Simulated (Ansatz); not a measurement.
# What a change does: single-point calculation on Al2O3

System: Al2O3 (P6/mmm, 5 atoms in the cell).
Method of run A: DFT PBE, scalar-relativistic, plane waves, PAW, spin-polarised (Ansatz 0.2.0).

The structure was made by a generator, so it may or may not be a known phase. Text and figures count atoms from 1; the logs count them from 0 in places.

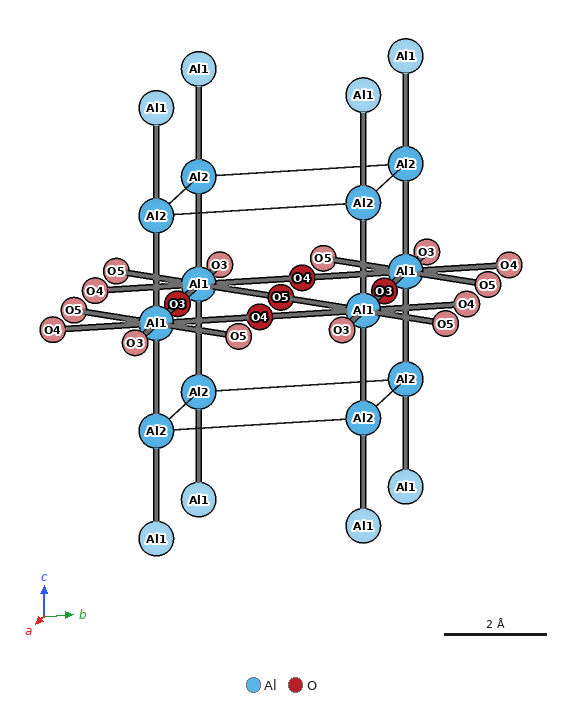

Fig. 1: The structure as given in the input (ball-and-stick view of the cell of the calculation, seen slightly off an axis; neighbours outside the cell are drawn fainter; atoms are numbered from 1 in the order of the input). An atom can appear more than once, as a periodic image.

### The input, run A
```yaml
crystal:
  lattice:
    - [4.30241997, 0.0, 0.0]
    - [-2.15120999, 3.72600499, 0.0]
    - [0.0, 0.0, 4.30805884]
  atoms:
    - { symbol: Al, position: [0.0, 0.0, 0.5] }
    - { symbol: Al, position: [0.0, 0.0, 0.0] }
    - { symbol: O, position: [0.5, 0.0, 0.5], spin: 1.0 }
    - { symbol: O, position: [0.0, 0.5, 0.5], spin: 1.0 }
    - { symbol: O, position: [0.5, 0.5, 0.5], spin: 1.0 }
basis:
  ecutwfc: 420
kpoints:
  mp_grid: { grid: [6, 6, 4] }
hamiltonian:
  xc: pbe
scf:
  occupations: { method: gaussian, width: 0.1 }
  lower_state_search: "off"
output:
  forces: true
  stress: true
  eigenvalues: true
  populations: true
magnetization:
  spin_polarized: true
```

Launched with:
```bash
ansatz run input.yaml --threads 1 --pin off --max-ram 2560MiB --backend cpu --events-out ev --progress --plain --runs-dir out
```

Hardware: 1 thread of Intel Xeon @ 2.50GHz (Skylake/Cascade Lake), 189 GiB of memory available, shared host.

### Output, shortened to warnings, some set-up lines, iterations and results (run A)
```
WARN: the starting moments were not kept: the SCF closed with an absolute magnetisation of 4.0e-7 μB, where they sum to 3 μB in size (3 sites). That is at most 0.1 of that sum. Measured as dr2_m measures the in/out step, that magnetisation stands 3.0e-14 eV from none, at or under the dr2_threshold of 1.0e-7 eV: it is no larger than a step whose dr2_m would equal this threshold. The system may …
Basis set: ecut = 420 eV, 1317 PW (Γ), exchange–correlation on 60×60×60 points (8 copies of the dense FFT grid, shifted against one another)
Symmetry: 24 space group operations
k-points: 21 of 144
Initial density: superposition of atomic densities (chi_scale 0.1, normalization cell, long waves kept (reshape's long-wave potential 0.10 eV rms))
[...]
SCF iter   1: F=—  HF=-2767.080029 eV  |F-HF|=—  |Δ(HF+E_count)|=         —  Δρ=5.87e-2 (↑5.87e-2 ↓4.53e-2)  dr2=2.69e0  dr2_m=8.24e-1  M=1.150 μB ∫|m|=1.331 μB  β_m=0.30  …
SCF iter   2: F=—  HF=-2767.023542 eV  |F-HF|=—  |Δ(HF+E_count)|=   5.65e-2  Δρ=4.21e-2 (↑3.74e-2 ↓4.21e-2)  dr2=9.66e-1  dr2_m=6.70e-1  M=0.777 μB ∫|m|=0.987 μB  β_m=0.30  …
SCF iter   3: F=—  HF=-2767.008841 eV  |F-HF|=—  |Δ(HF+E_count)|=   1.47e-2  Δρ=3.35e-2 (↑2.73e-2 ↓3.35e-2)  dr2=3.42e-1  dr2_m=5.11e-1  M=0.512 μB ∫|m|=0.748 μB  β_m=0.30  …
SCF iter   4: F=—  HF=-2767.049615 eV  |F-HF|=—  |Δ(HF+E_count)|=   4.08e-2  Δρ=2.56e-2 (↑2.56e-2 ↓2.26e-2)  dr2=5.19e-2  dr2_m=3.49e-1  M=0.357 μB ∫|m|=0.600 μB  β_m=0.30  …
SCF iter   5: F=—  HF=-2767.126338 eV  |F-HF|=—  |Δ(HF+E_count)|=   7.67e-2  Δρ=1.99e-2 (↑1.86e-2 ↓1.99e-2)  dr2=3.04e-2  dr2_m=2.33e-1  M=0.264 μB ∫|m|=0.491 μB  β_m=0.30  …
[... 9 lines ...]
SCF iter  15: F=-2767.257765 eV  HF=-2767.257765 eV  |F-HF|=1.44e-7  |Δ(HF+E_count)|=   2.36e-6  Δρ=1.32e-5 (↑1.32e-5 ↓1.32e-5)  dr2=2.18e-8  dr2_m=9.69e-8  M=0.001 μB …
SCF iter  16: F=-2767.257766 eV  HF=-2767.257766 eV  |F-HF|=7.08e-9  |Δ(HF+E_count)|=   3.40e-7  Δρ=3.71e-6 (↑3.45e-6 ↓3.71e-6)  dr2=1.98e-9  dr2_m=6.55e-9  M=0.000 μB …
SCF iter  17: F=-2767.257766 eV  HF=-2767.257766 eV  |F-HF|=7.41e-11  |Δ(HF+E_count)|=   1.75e-8  Δρ=2.83e-7 (↑2.59e-7 ↓2.83e-7)  dr2=5.12e-11  dr2_m=3.41e-11  M=0.000 μB …
SCF iter  18: F=-2767.257766 eV  HF=-2767.257766 eV  |F-HF|=6.82e-12  |Δ(HF+E_count)|=  1.10e-10  Δρ=4.08e-8 (↑3.67e-8 ↓4.08e-8)  dr2=9.22e-12  dr2_m=2.04e-13  M=-0.000 μB …
SCF 1 converged in 18 iterations: F = -2767.257766 eV  dr2 = 9.22e-12
SCF converged after 18 iterations
Magnetization: -0.0000 μB (12.0000 up, 12.0000 down)
Absolute magnetization: 0.0000 μB (∫|ρ↑−ρ↓|, with the PAW one-centre terms)
Spin contamination: 0.0000 ħ² per cell (⟨S²⟩ above its minimum at these occupations)
Per-site moments (μB) at R_I (Å): [(-1.2033541919500983e-8, 0.8873741186017927), (-1.7698141308533114e-8, 0.8885371357500002), (1.999619218845504e-8, 0.8873741186017927), (1.9996192025325197e-8, 0.8873741186017927), (1.999619204748879e-8, 0.8873741186017927)]
Free energy (F): -2767.257766 eV
Harris-Foulkes:  -2767.257766 eV  (|F-HF|=6.82e-12)
Internal energy: -2767.248190 eV  (E = F + TS)
E sigma→0 (E₀):  -2767.252978 eV
Entropy (-TS):   -0.009576 eV (-1.915 meV/atom)
Fermi energy:    4.861270 eV
--- Per-component energies (eV) ---
  E_band       = -55.460781
  E_kinetic    = 558.126783
  E_local      = -1497.468002  (includes V_loc(G=0)·N_el)
  E_nonlocal   = 168.667875
  E_hartree    = 579.898595
  E_xc         = -296.958347
  E_vxc        = -334.885527  (∫ρ·V_xc dr)
  E_paw        = -1404.908762  (= ΣΔE_a)
  E_vpaw       = -109.705652  (= ΣTr[D̂ρ^β])
  E_aug_tail   = 0.006652  (compensation charges beyond the density's cutoff)
  E_ewald      = -874.612983
  E_smearing   = -0.009576  (= −TS)
  E_closure    = 0.000000  (closes the sum)
  Σ components = -2767.257766   (vs F -2767.257766, Δ=0.00e0)
--- Forces (eV/Å), atoms counted from 1 ---
  atom   1  Al     0.00000000     0.00000000     0.00000000
  atom   2  Al    -0.00000000     0.00000000     0.00000000
  atom   3  O      0.00000000    -0.00000000     0.00000000
  atom   4  O      0.00000000     0.00000000     0.00000000
  atom   5  O      0.00000000    -0.00000000     0.00000000
  max |Σ_I F_I| component: 1.35e-29 eV/Å
--- Stress (GPa, compression-positive) ---
       -7.441193      -0.000000      -0.000000
       -0.000000      -7.441193      -0.000000
       -0.000000      -0.000000      43.231814
  P = ⅓ Tr σ = 9.4498 GPa (94.498 kbar)
--- Löwdin populations: 5 sites ---
  site symbol       q [e]    m [muB]
     0     Al      2.3234    -0.0000
     1     Al      2.2141    -0.0000
     2      O      6.4074     0.0000
     3      O      6.4074     0.0000
     4      O      6.4074     0.0000
  spilling = 0.010019 (of n_electrons = 24.000000)
```

The input of run B differs as follows (lines with − go, lines with + come):
```diff
-    - { symbol: O, position: [0.5, 0.0, 0.5], spin: 1.0 }
-    - { symbol: O, position: [0.0, 0.5, 0.5], spin: 1.0 }
-    - { symbol: O, position: [0.5, 0.5, 0.5], spin: 1.0 }
+    - { symbol: O, position: [0.5, 0.0, 0.5] }
+    - { symbol: O, position: [0.0, 0.5, 0.5] }
+    - { symbol: O, position: [0.5, 0.5, 0.5] }
-  populations: true
-magnetization:
-  spin_polarized: true
```

How does run B compare with run A?

The energy is the same within 0.01 meV per atom. The SCF takes 7 iterations against 18. On the same kind of shared host run B took about 0.26 times as long. The two runs start from different initial densities, which also moves the count.

### Output, shortened to warnings, some set-up lines, iterations and results (run B)
```
Basis set: ecut = 420 eV, 1317 PW (Γ), exchange–correlation on 60×60×60 points (8 copies of the dense FFT grid, shifted against one another)
Symmetry: 24 space group operations
k-points: 21 of 144
Initial density: superposition of atomic densities (neutral atoms: chi_scale 0, normalization atom), corrected by the library's trained network
[...]
SCF iter   1: F=—  HF=-2767.287437 eV  |F-HF|=—  |Δ(HF+E_count)|=         —  Δρ=1.23e-2  dr2=1.14e-1  ethr=1.77e-3  ⟨swp⟩=5.8  Hψ=1991  notcnv=0
SCF iter   2: F=—  HF=-2767.256826 eV  |F-HF|=—  |Δ(HF+E_count)|=   3.06e-2  Δρ=3.29e-3  dr2=4.51e-3  ethr=4.75e-4  ⟨swp⟩=3.0  Hψ=777  notcnv=0  defer=9
SCF iter   3: F=—  HF=-2767.257954 eV  |F-HF|=—  |Δ(HF+E_count)|=   1.13e-3  Δρ=5.27e-4  dr2=1.89e-4  ethr=1.88e-5  ⟨swp⟩=2.5  Hψ=585  notcnv=0  defer=9
SCF iter   4: F=—  HF=-2767.257966 eV  |F-HF|=—  |Δ(HF+E_count)|=   1.17e-5  Δρ=1.76e-4  dr2=1.18e-5  ethr=7.88e-7  ⟨swp⟩=2.3  Hψ=564  notcnv=0  defer=9
SCF iter   5: F=—  HF=-2767.257766 eV  |F-HF|=—  |Δ(HF+E_count)|=   2.00e-4  Δρ=7.68e-5  dr2=3.12e-6  ethr=4.91e-8  ⟨swp⟩=2.0  Hψ=577  notcnv=0  defer=9
SCF iter   6: F=—  HF=-2767.257766 eV  |F-HF|=—  |Δ(HF+E_count)|=   3.06e-7  Δρ=1.54e-5  dr2=1.63e-7  ethr=1.30e-8  ⟨swp⟩=2.1  Hψ=528  notcnv=0  defer=9
SCF iter   7: F=-2767.257766 eV  HF=-2767.257766 eV  |F-HF|=2.55e-9  |Δ(HF+E_count)|=   8.88e-9  Δρ=2.66e-6  dr2=4.16e-9  ethr=4.17e-10  ⟨swp⟩=5.8  Hψ=1340  notcnv=0
SCF 1 converged in 7 iterations: F = -2767.257766 eV  dr2 = 4.16e-9
SCF converged after 7 iterations
Free energy (F): -2767.257766 eV
Harris-Foulkes:  -2767.257766 eV  (|F-HF|=2.55e-9)
Internal energy: -2767.248190 eV  (E = F + TS)
E sigma→0 (E₀):  -2767.252978 eV
Entropy (-TS):   -0.009576 eV (-1.915 meV/atom)
Fermi energy:    4.861283 eV
--- Per-component energies (eV) ---
  E_band       = -55.460381
  E_kinetic    = 558.126164
  E_local      = -1497.465302  (includes V_loc(G=0)·N_el)
  E_nonlocal   = 168.667610
  E_hartree    = 579.896501
  E_xc         = -296.958266
  E_vxc        = -334.885421  (∫ρ·V_xc dr)
  E_paw        = -1404.908567  (= ΣΔE_a)
  E_vpaw       = -109.705478  (= ΣTr[D̂ρ^β])
  E_aug_tail   = 0.006652  (compensation charges beyond the density's cutoff)
  E_ewald      = -874.612983
  E_smearing   = -0.009576  (= −TS)
  E_closure    = -0.000000  (closes the sum)
  Σ components = -2767.257766   (vs F -2767.257766, Δ=0.00e0)
--- Forces (eV/Å), atoms counted from 1 ---
  atom   1  Al     0.00000000    -0.00000000     0.00000000
  atom   2  Al    -0.00000000     0.00000000     0.00000000
  atom   3  O      0.00000000     0.00000000     0.00000000
  atom   4  O      0.00000000    -0.00000000     0.00000000
  atom   5  O      0.00000000     0.00000000     0.00000000
  max |Σ_I F_I| component: 1.38e-29 eV/Å
--- Stress (GPa, compression-positive) ---
       -7.441087      -0.000000      -0.000000
       -0.000000      -7.441087      -0.000000
       -0.000000      -0.000000      43.231628
  P = ⅓ Tr σ = 9.4498 GPa (94.498 kbar)
```

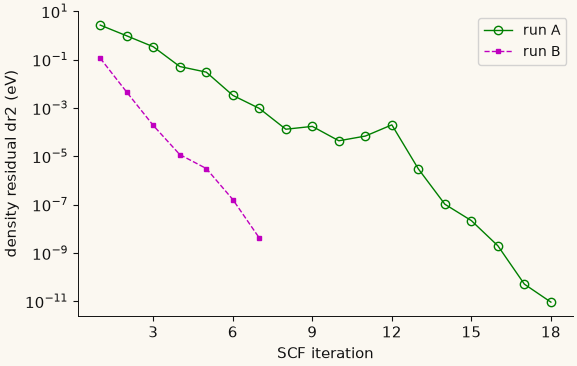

Fig. 2: Convergence of the two runs: density residual dr2 against the SCF iteration. Run A takes 18 iterations in all, and run B takes 7.

### The two runs side by side

```tsv
quantity	run A	run B
outcome	converged	converged
free energy per atom (eV)	−553.4516	−553.4516
energy per atom, smearing taken to zero (eV)	−553.4506	−553.4506
gap on the mesh (eV)	0.00	0.00
net moment of the cell (μB)	0.00	–
absolute moment of the cell (μB)	0.00	–
pressure (GPa)	9.45	9.45
largest force (eV/Å)	0.000	0.000
SCF iterations	18	7
irreducible k-points	21	21
plane waves at Γ	1317	1317
wall time (shared host)	13 s	3.4 s
```

For run A: Warnings: some starting moments were not kept.
